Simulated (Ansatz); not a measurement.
## Electronic structure of Al$_{2}$GaN$_{3}$ in real space

Input

```
crystal:
  lattice:
    - [4.736265865, -2.7332098362, 0.0]
    - [4.736265865, 2.7332098362, 0.0]
    - [0.0, 0.0, 5.1025512155]
  atoms:
    - { symbol: Al, position: [0.8335762983, 0.5021584842, 0.0002588565] }
    - { symbol: Al, position: [0.4978415158, 0.1664237017, 0.0002588565] }
    - { symbol: Al, position: [0.5021584842, 0.8335762983, 0.5002588565] }
    - { symbol: Al, position: [0.1664237017, 0.4978415158, 0.5002588565] }
    - { symbol: Ga, position: [0.1691439182, 0.8308560818, 0.0007890282] }
    - { symbol: Ga, position: [0.8308560818, 0.1691439182, 0.5007890282] }
    - { symbol: "N", position: [0.1667894457, 0.4907109695, 0.8750469657] }
    - { symbol: "N", position: [0.5092890305, 0.8332105543, 0.8750469657] }
    - { symbol: "N", position: [0.8245324833, 0.1754675167, 0.8885993273] }
    - { symbol: "N", position: [0.1754675167, 0.8245324833, 0.3885993273] }
    - { symbol: "N", position: [0.4907109695, 0.1667894457, 0.3750469657] }
    - { symbol: "N", position: [0.8332105543, 0.5092890305, 0.3750469657] }
basis:
  ecutwfc: 500
kpoints:
  mp_grid: { grid: [6, 6, 6] }
  band_path:
    path:
      - [[0.0, 0.0, 0.0], [0.5, 0.5, 0.0], [0.33325567, 0.66674433, 0.0]]
      - [[-0.33325567, 0.33325567, 0.0], [0.0, 0.0, 0.0], [0.0, 0.0, 0.5], [-0.33325567, 0.33325567, 0.5]]
      - [[0.33325567, 0.66674433, 0.5], [0.5, 0.5, 0.5], [0.5, 0.5, 0.0]]
      - [[0.0, 0.0, 0.0], [0.0, 0.5, 0.0], [0.0, 0.5, 0.5], [0.0, 0.0, 0.5], [0.5, 0.5, 0.5]]
    npoints: 10
hamiltonian:
  xc: r2scan
scf:
  occupations: { method: gaussian, width: 0.02 }
  n_extra_bands: 30
output:
  forces: true
  stress: true
  eigenvalues: true
  populations: true
  dos: { projected: true, de: 0.02, nscf_kmesh: { grid: [9, 9, 9] } }
  bader: false
  write_density: true
  write_potential: true
  elf: true
  volumetric_format: npy
```

Command:

```sh
ansatz run input.yaml --threads 1 --pin off --max-ram 2560MiB --backend cpu --events-out ev --progress --plain --runs-dir out
```

Below, planes, directions and counts refer to the conventional cell (a = 9.47 Å, b = 5.47 Å, c = 5.10 Å, α = 90.00°, β = 90.00°, γ = 90.00°).

Space group Cmc2₁; a generated structure, not necessarily the stable one; computed pressure about −5 GPa in this cell.

Level of theory: DFT r2SCAN, scalar-relativistic, plane waves, PAW in Ansatz.

In a PAW calculation such maps are meaningful between the atoms, not at the nuclei.

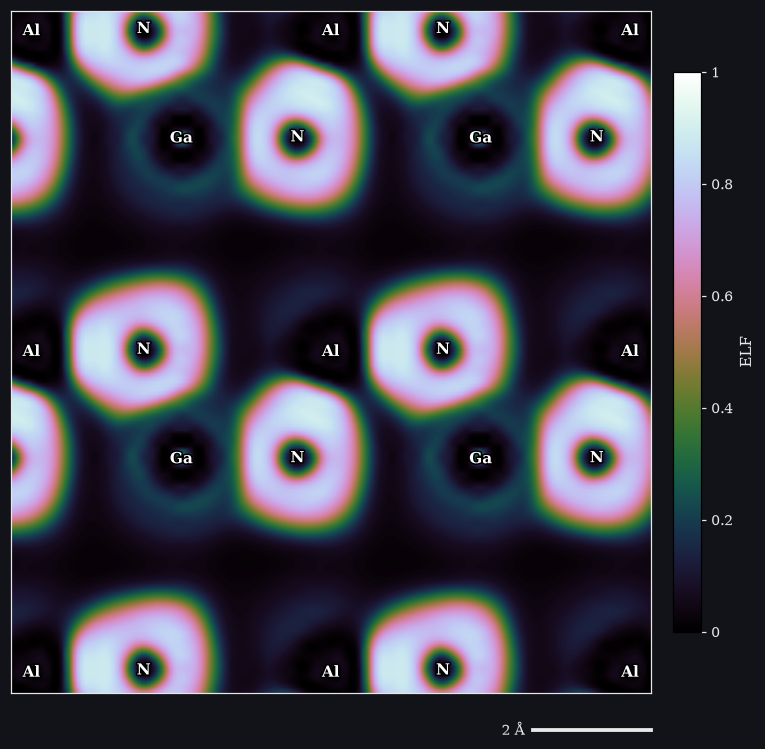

Figure 1. Electron localisation function on the (11̄0) plane of the conventional cell.

> Describe what can be read from this map.

The section cuts through Al, Ga and N sites.
Al–N (1.90 Å): the ELF peaks at about 0.90 between the atoms; a polar covalent bond.
Ga–N (1.98 Å): the ELF peaks at about 0.85 in the valence shell of N, 0.7 Å from its nucleus, and is about 0.45 at the midpoint.

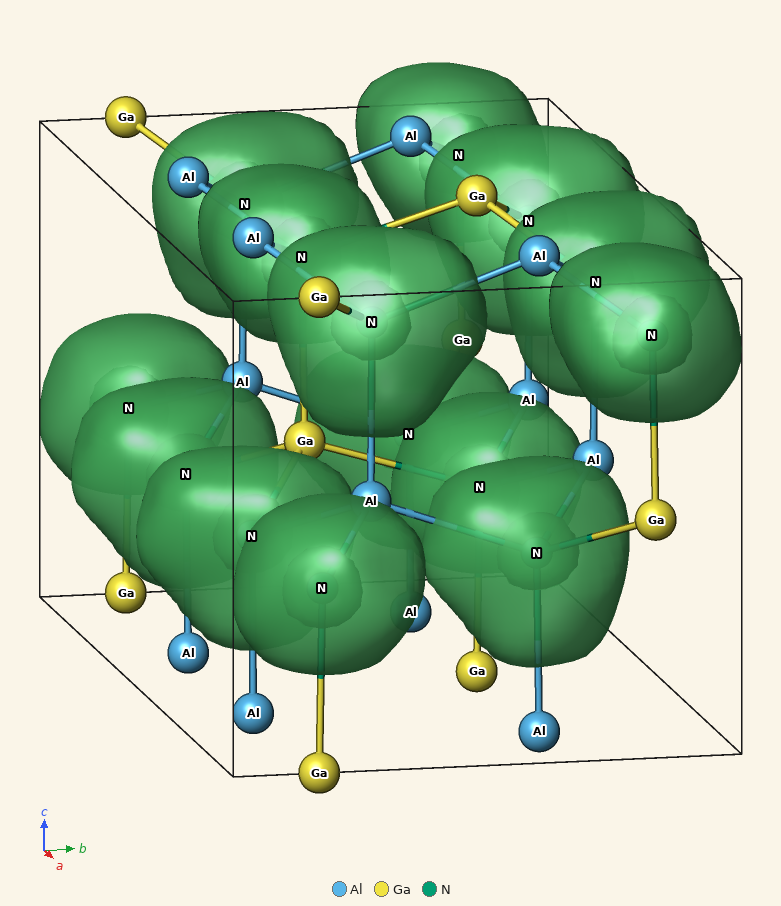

Figure 2. Isosurface of the ELF at 0.65 (green), seen slightly off an axis. Core shells and regions of very low density are left out. Sticks mark near contacts.

> Identify the bonds, lone pairs and shells in this picture.

The surface consists of twelve regions on N in which the atom's valence shell and bonds are merged, counted in one cell of 24 atoms. Any copies at cell faces, edges or corners count once. Along the contacts the grid gives the following. Ga–N (1.97 Å): the ELF peaks at about 0.85 in the valence shell of N, 0.7 Å from its nucleus, and is about 0.45 at the midpoint.

> Does the calculation give a band gap?

It is gapped, with a Kohn–Sham gap of 3.8 eV on the k-point mesh (the band edges may lie off the mesh, which would make the gap smaller).
